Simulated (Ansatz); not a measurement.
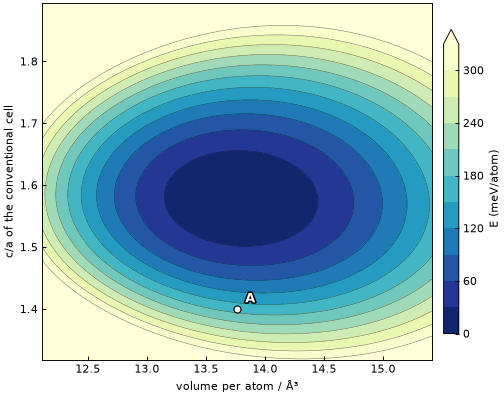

Ru (P6_3/mmc, No. 194; 2 atoms in the cell). The energy is mapped over volume and the cell's shape. Coordinates scanned: (1) volume per atom; (2) c/a of the conventional cell. Nothing is relaxed (symmetry fixes all fractional coordinates). Grid: 7 × 7 points. Points are written as (first, second). Energies are in meV/atom, from the lowest grid point. These are results of Ansatz 0.2.0, DFT PBE, scalar-relativistic, plane waves, PAW, not measurements. Settings: cutoff 420 eV, k-mesh 21×21×12 in the order of the run's cell vectors, gaussian smearing 0.15 eV, no spin polarisation.

The picture shows filled contours, one colour for all values above the top of the scale, the point A. Between grid points the surface is interpolated.

> Which way does the force act at A, and how strong is it?

A, at (13.76 Å³, 1.399), is not a stationary point. The computed force is 41 meV/atom for each Å³ towards larger values of volume per atom and 1900 meV/atom for each unit towards larger values of c/a of the conventional cell.

PAW datasets: the set soft_1.
